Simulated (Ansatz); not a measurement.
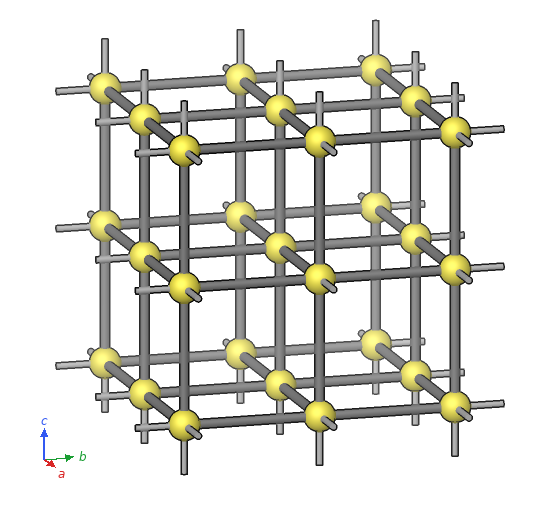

A cut-out of a periodic net derived from a crystal structure. Nodes are coloured by topological kind. Edges to nodes outside the piece are drawn as stubs.

> Classify the net: periodicity, connectivity, name.

A uninodal 6-connected, three-periodic net. It is the pcu net, known from NaCl, ReO3 and the B-X framework of perovskite.

> Give point symbol and coordination sequence.

4¹²·6³, sequence 6, 18, 38, 66, 102.

The net was derived as follows. The compound is MgS (space group Fm-3m, No. 225), taken as a calculation's input that goes back to an entry of the Crystallography Open Database (an earlier step may have relaxed or displaced it). Bonds are taken as Mg–S below 2.9 Å; no other contact counts. Simplification: prune 0- and 1-connected atoms, fold 2-connected ones into links. Mg and S are 6-connected nodes.
